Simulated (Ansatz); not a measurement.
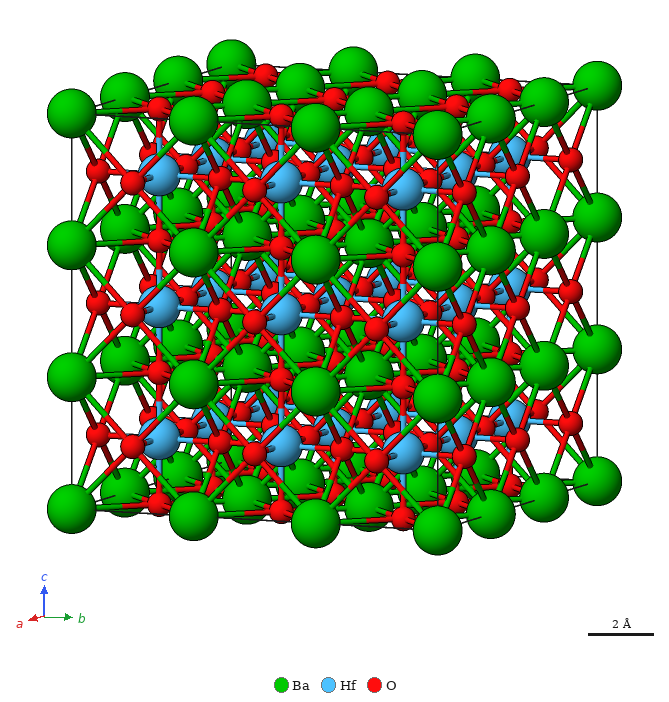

Figure 1. The structure (ball-and-stick view of the cell of the calculation, seen slightly off an axis).

Run report: Ba27Hf27O81, single-point calculation (part 1 of 2)

System: Ba27Hf27O81 (Pm-3m, 135 atoms in the cell).
Method: DFT, PBEsol, PAW, plane waves (Ansatz 0.2.0).

The structure was built on a prototype by a generator; it need not be a known phase.

Log:
```
Pseudopotentials: kind: paw
Functional definition: PBEsol
  exchange = pbesol_x
  correlation = pbesol_c
Crystal: 135 atoms, lattice volume = 1940.394 Å³
Basis set: ecut = 420 eV, 37993 PW (Γ), exchange–correlation on 180×180×180 points (8 copies of the dense FFT grid, shifted against one another)
Bands: 875, of which v1, the nominal top of the filled ones, is band 729 counted from 1 (728 counted from 0)
Symmetry: 1296 space group operations
Space group: Pm-3m (ITA 221), of the structure as read, at distance tolerance 1.2e-4 Å
k-points: 1
Non-local potential: Ba, projectors of the file, l = 0: 3, l = 1: 2, l = 2: 2, l = 3: 2
Non-local potential: Hf, projectors of the file, l = 0: 3, l = 1: 2, l = 2: 2, l = 3: 3
Non-local potential: O, projectors of the file, l = 0: 2, l = 1: 2, l = 2: 1
PAW form: soft (Blöchl's): semilocal exchange-correlation on the pseudo side does not see the compensation charge
PAW frozen core: Ba, regenerated for the run's functional, and the local potential with it (the file was generated under x = pbe(κ = 0.804, μ = 0.2195149727645171), c = pbe(β = 0.06672455060314922))
PAW frozen core: Hf, regenerated for the run's functional, and the local potential with it (the file was generated under x = pbe(κ = 0.804, μ = 0.2195149727645171), c = pbe(β = 0.06672455060314922))
PAW frozen core: O, regenerated for the run's functional, and the local potential with it (the file was generated under x = pbe(κ = 0.804, μ = 0.2195149727645171), c = pbe(β = 0.06672455060314922))
PAW one-centre angular grid: Ba, 194 points (default); XC on 64 Gauss nodes
PAW one-centre angular grid: Hf, 590 points (default); XC on 64 Gauss nodes
PAW one-centre angular grid: O, 110 points (default); XC on 64 Gauss nodes
Initial density: superposition of atomic densities (neutral atoms: chi_scale 0, normalization atom), corrected by the library's trained network
Initial wavefunctions: pseudopotential atomic-orbital guess
Functional: x = pbesol(κ = 0.804, μ = 0.12345679012345678), c = pbesol(β = 0.046)
SCF iter   1: F=—  HF=-625119.679467 eV  |F-HF|=—  |Δ(HF+E_count)|=         —  Δρ=1.56e-2  dr2=3.98e0  ethr=1.77e-3  ⟨swp⟩=6.0  Hψ=3248  notcnv=0  defer=16
preconditioner: auto → Resta (q_TF=auto, 2.601 Å⁻¹)  ε∞=4.5  [insulator: Δε(μ)=3.413 eV  Ē_g=16.789 eV  σ=0.010 eV  W_gap=1.00  n_scr=586 (ndim 8)  ℏωp=31.6 eV  f_vac=0.007  D(μ)=0.00/eV (n_scr^D=0)  ε∞_Penn≈4.5]
SCF iter   2: F=—  HF=-625118.733865 eV  |F-HF|=—  |Δ(HF+E_count)|=   9.46e-1  Δρ=3.39e-3  dr2=1.22e-1  ethr=2.73e-4  ⟨swp⟩=2.0  Hψ=1582  notcnv=0  defer=135
SCF iter   3: F=—  HF=-625118.710601 eV  |F-HF|=—  |Δ(HF+E_count)|=   2.33e-2  Δρ=1.09e-3  dr2=1.72e-2  ethr=8.39e-6  ⟨swp⟩=2.0  Hψ=1476  notcnv=0  defer=137
SCF iter   4: F=—  HF=-625118.715912 eV  |F-HF|=—  |Δ(HF+E_count)|=   5.31e-3  Δρ=4.15e-4  dr2=3.24e-3  ethr=1.18e-6  ⟨swp⟩=2.0  Hψ=1224  notcnv=0  defer=137
SCF iter   5: F=—  HF=-625118.706796 eV  |F-HF|=—  |Δ(HF+E_count)|=   9.12e-3  Δρ=9.17e-5  dr2=1.28e-4  ethr=2.22e-7  ⟨swp⟩=2.0  Hψ=1416  notcnv=0  defer=137
SCF iter   6: F=—  HF=-625118.715857 eV  |F-HF|=—  |Δ(HF+E_count)|=   9.06e-3  Δρ=1.95e-5  dr2=5.93e-6  ethr=8.80e-9  ⟨swp⟩=2.0  Hψ=1467  notcnv=0  defer=137
SCF iter   7: F=—  HF=-625118.716810 eV  |F-HF|=—  |Δ(HF+E_count)|=   9.53e-4  Δρ=8.79e-6  dr2=9.10e-7  ethr=4.07e-10  ⟨swp⟩=3.0  Hψ=1710  notcnv=0  defer=137
SCF iter   8: F=-625118.716810 eV  HF=-625118.716810 eV  |F-HF|=1.40e-9  |Δ(HF+E_count)|=   6.36e-7  Δρ=2.87e-6  dr2=5.61e-8  ethr=6.86e-12  ⟨swp⟩=12.0  Hψ=5726  notcnv=0
SCF 1 converged in 8 iterations: F = -625118.716810 eV  dr2 = 5.61e-8
  greatest PAW one-centre occupation: 0.999 electrons in one spin orbital (limit 2), on the Hf atom at site 53 (counted from 0), in its partial waves of l = 0
```

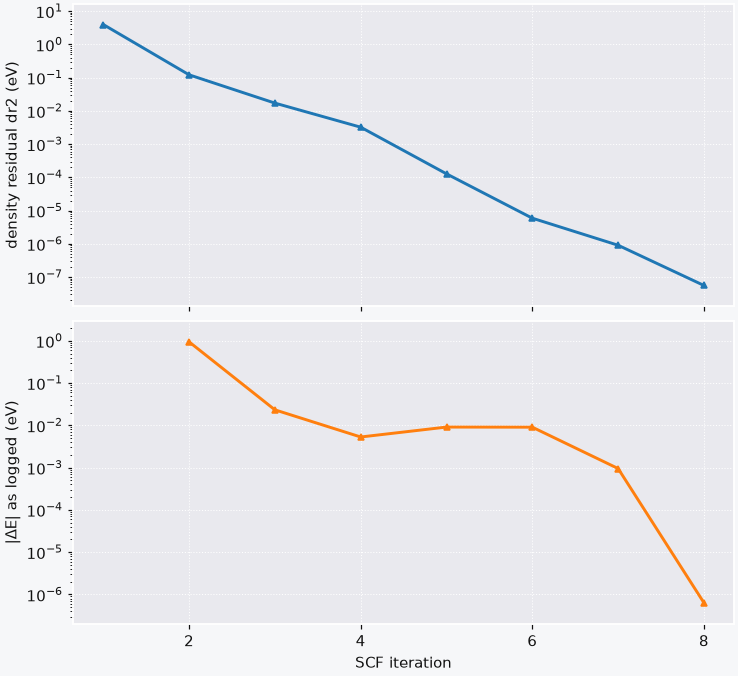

Figure 2. Convergence of the self-consistent field: density residual dr2 and size of the energy change against the SCF iteration. The residual falls at every step.

```
NSCF: frozen V_eff on 1 k-points
SCF converged after 8 iterations
Free energy (F): -625118.716810 eV
Harris-Foulkes:  -625118.716810 eV  (|F-HF|=1.40e-9)
Internal energy: -625118.716810 eV  (E = F + TS)
E sigma→0 (E₀):  -625118.716810 eV
Fermi energy:    13.333637 eV
--- Per-component energies (eV) ---
  E_band       = -1053.241971
  E_kinetic    = 30161.293095
  E_local      = -215368.459890  (includes V_loc(G=0)·N_el)
  E_nonlocal   = -27908.068049
  E_hartree    = 98060.819944
  E_xc         = -18509.792190
  E_vxc        = -18502.198230  (∫ρ·V_xc dr)
  E_paw        = -334937.105658  (= ΣΔE_a)
  E_vpaw       = 34442.270440  (= ΣTr[D̂ρ^β])
  E_aug_tail   = 0.202259  (compensation charges beyond the density's cutoff)
  E_ewald      = -156658.332810
  E_core_change = 40.726488  (= ΣΔE_core)
  E_smearing   = -0.000000  (= −TS)
  E_closure    = -0.000000  (closes the sum)
  Σ components = -625118.716810   (vs F -625118.716810, Δ=0.00e0)
--- Forces (eV/Å), atoms counted from 1 ---
  atom   1  Ba    -0.00000000    -0.00000000     0.00000000
  atom   2  Ba    -0.00000000     0.00000000     0.00000000
  atom   3  Ba    -0.00000000     0.00000000    -0.00000000
  atom   4  Ba    -0.00000000    -0.00000000    -0.00000000
  atom   5  Ba    -0.00000000     0.00000000    -0.00000000
  atom   6  Ba    -0.00000000     0.00000000     0.00000000
  atom   7  Ba    -0.00000000    -0.00000000    -0.00000000
  atom   8  Ba    -0.00000000    -0.00000000     0.00000000
  atom   9  Ba    -0.00000000     0.00000000    -0.00000000
  atom  10  Ba    -0.00000000    -0.00000000    -0.00000000
  atom  11  Ba    -0.00000000    -0.00000000     0.00000000
  atom  12  Ba    -0.00000000    -0.00000000    -0.00000000
  atom  13  Ba    -0.00000000    -0.00000000     0.00000000
  atom  14  Ba    -0.00000000    -0.00000000     0.00000000
  atom  15  Ba    -0.00000000    -0.00000000     0.00000000
  atom  16  Ba    -0.00000000    -0.00000000     0.00000000
  atom  17  Ba    -0.00000000    -0.00000000     0.00000000
  atom  18  Ba    -0.00000000    -0.00000000     0.00000000
  atom  19  Ba    -0.00000000     0.00000000    -0.00000000
  atom  20  Ba    -0.00000000    -0.00000000     0.00000000
  atom  21  Ba    -0.00000000     0.00000000     0.00000000
  atom  22  Ba    -0.00000000    -0.00000000    -0.00000000
  atom  23  Ba    -0.00000000    -0.00000000    -0.00000000
  atom  24  Ba    -0.00000000     0.00000000     0.00000000
  atom  25  Ba    -0.00000000    -0.00000000    -0.00000000
  atom  26  Ba    -0.00000000    -0.00000000    -0.00000000
  atom  27  Ba    -0.00000000    -0.00000000    -0.00000000
  atom  28  Hf     0.00000000     0.00000000    -0.00000000
  atom  29  Hf    -0.00000000    -0.00000000    -0.00000000
  atom  30  Hf     0.00000000    -0.00000000     0.00000000
  atom  31  Hf     0.00000000     0.00000000    -0.00000000
  atom  32  Hf    -0.00000000    -0.00000000    -0.00000000
  atom  33  Hf     0.00000000    -0.00000000    -0.00000000
  atom  34  Hf     0.00000000     0.00000000    -0.00000000
  atom  35  Hf     0.00000000     0.00000000     0.00000000
  atom  36  Hf     0.00000000     0.00000000    -0.00000000
  atom  37  Hf     0.00000000     0.00000000    -0.00000000
  atom  38  Hf    -0.00000000     0.00000000     0.00000000
  atom  39  Hf    -0.00000000     0.00000000    -0.00000000
  atom  40  Hf    -0.00000000     0.00000000    -0.00000000
  atom  41  Hf    -0.00000000     0.00000000    -0.00000000
  atom  42  Hf    -0.00000000     0.00000000    -0.00000000
  atom  43  Hf    -0.00000000     0.00000000    -0.00000000
  atom  44  Hf    -0.00000000    -0.00000000    -0.00000000
  atom  45  Hf    -0.00000000     0.00000000    -0.00000000
  atom  46  Hf     0.00000000     0.00000000    -0.00000000
  atom  47  Hf    -0.00000000    -0.00000000    -0.00000000
  atom  48  Hf    -0.00000000     0.00000000    -0.00000000
  atom  49  Hf     0.00000000     0.00000000     0.00000000
  atom  50  Hf     0.00000000     0.00000000    -0.00000000
  atom  51  Hf     0.00000000     0.00000000    -0.00000000
  atom  52  Hf     0.00000000     0.00000000    -0.00000000
  atom  53  Hf     0.00000000     0.00000000     0.00000000
  atom  54  Hf    -0.00000000     0.00000000    -0.00000000
  atom  55  O     -0.00000000     0.00000000     0.00000000
  atom  56  O      0.00000000     0.00000000     0.00000000
  atom  57  O     -0.00000000    -0.00000000     0.00000000
  atom  58  O     -0.00000000    -0.00000000    -0.00000000
  atom  59  O      0.00000000    -0.00000000    -0.00000000
  atom  60  O     -0.00000000    -0.00000000     0.00000000
  atom  61  O     -0.00000000     0.00000000    -0.00000000
  atom  62  O      0.00000000    -0.00000000     0.00000000
  atom  63  O      0.00000000    -0.00000000     0.00000000
  atom  64  O     -0.00000000    -0.00000000     0.00000000
  atom  65  O     -0.00000000    -0.00000000     0.00000000
  atom  66  O     -0.00000000    -0.00000000     0.00000000
  atom  67  O     -0.00000000    -0.00000000     0.00000000
  atom  68  O     -0.00000000    -0.00000000     0.00000000
  atom  69  O     -0.00000000    -0.00000000    -0.00000000
  atom  70  O      0.00000000    -0.00000000     0.00000000
  atom  71  O     -0.00000000    -0.00000000     0.00000000
  atom  72  O     -0.00000000    -0.00000000     0.00000000
  atom  73  O     -0.00000000    -0.00000000     0.00000000
  atom  74  O      0.00000000    -0.00000000     0.00000000
  atom  75  O     -0.00000000    -0.00000000    -0.00000000
  atom  76  O      0.00000000    -0.00000000     0.00000000
  atom  77  O     -0.00000000    -0.00000000     0.00000000
  atom  78  O     -0.00000000    -0.00000000    -0.00000000
  atom  79  O     -0.00000000    -0.00000000    -0.00000000
  atom  80  O     -0.00000000    -0.00000000     0.00000000
  atom  81  O     -0.00000000    -0.00000000     0.00000000
  atom  82  O      0.00000000     0.00000000    -0.00000000
  atom  83  O      0.00000000     0.00000000     0.00000000
  atom  84  O      0.00000000     0.00000000     0.00000000
  atom  85  O      0.00000000    -0.00000000     0.00000000
  atom  86  O      0.00000000    -0.00000000     0.00000000
  atom  87  O      0.00000000    -0.00000000     0.00000000
  atom  88  O      0.00000000    -0.00000000    -0.00000000
  atom  89  O      0.00000000    -0.00000000     0.00000000
  atom  90  O      0.00000000    -0.00000000    -0.00000000
  atom  91  O      0.00000000     0.00000000    -0.00000000
  atom  92  O      0.00000000     0.00000000     0.00000000
  atom  93  O     -0.00000000     0.00000000    -0.00000000
  atom  94  O      0.00000000    -0.00000000    -0.00000000
  atom  95  O     -0.00000000    -0.00000000     0.00000000
  atom  96  O      0.00000000    -0.00000000     0.00000000
  atom  97  O     -0.00000000    -0.00000000     0.00000000
  atom  98  O     -0.00000000     0.00000000    -0.00000000
  atom  99  O      0.00000000    -0.00000000     0.00000000
  atom 100  O      0.00000000     0.00000000    -0.00000000
  atom 101  O      0.00000000    -0.00000000     0.00000000
  atom 102  O      0.00000000     0.00000000    -0.00000000
  atom 103  O      0.00000000    -0.00000000     0.00000000
  atom 104  O      0.00000000    -0.00000000     0.00000000
  atom 105  O      0.00000000    -0.00000000    -0.00000000
  atom 106  O      0.00000000    -0.00000000    -0.00000000
  atom 107  O      0.00000000    -0.00000000     0.00000000
  atom 108  O      0.00000000     0.00000000     0.00000000
  atom 109  O     -0.00000000    -0.00000000     0.00000000
  atom 110  O     -0.00000000    -0.00000000     0.00000000
  atom 111  O      0.00000000    -0.00000000     0.00000000
  atom 112  O     -0.00000000    -0.00000000     0.00000000
  atom 113  O     -0.00000000    -0.00000000     0.00000000
  atom 114  O     -0.00000000    -0.00000000    -0.00000000
  atom 115  O     -0.00000000    -0.00000000     0.00000000
  atom 116  O     -0.00000000    -0.00000000     0.00000000
  atom 117  O      0.00000000    -0.00000000     0.00000000
  atom 118  O     -0.00000000     0.00000000     0.00000000
  atom 119  O     -0.00000000    -0.00000000     0.00000000
  atom 120  O     -0.00000000     0.00000000    -0.00000000
  atom 121  O     -0.00000000    -0.00000000     0.00000000
  atom 122  O     -0.00000000    -0.00000000     0.00000000
  atom 123  O     -0.00000000    -0.00000000     0.00000000
  atom 124  O     -0.00000000    -0.00000000    -0.00000000
  atom 125  O     -0.00000000    -0.00000000     0.00000000
  atom 126  O     -0.00000000    -0.00000000    -0.00000000
  atom 127  O     -0.00000000     0.00000000     0.00000000
  atom 128  O     -0.00000000     0.00000000    -0.00000000
  atom 129  O     -0.00000000     0.00000000     0.00000000
  atom 130  O     -0.00000000    -0.00000000     0.00000000
  atom 131  O     -0.00000000    -0.00000000     0.00000000
  atom 132  O     -0.00000000    -0.00000000    -0.00000000
  atom 133  O     -0.00000000    -0.00000000     0.00000000
  atom 134  O     -0.00000000    -0.00000000     0.00000000
  atom 135  O     -0.00000000    -0.00000000     0.00000000
  max |Σ_I F_I| component: 1.50e-23 eV/Å
--- Stress (GPa, compression-positive) ---
        0.210966      -0.000000      -0.000000
       -0.000000       0.210966       0.000000
        0.000000       0.000000       0.210966
  P = ⅓ Tr σ = 0.2110 GPa (2.110 kbar)
--- Band table (eV) ---
```
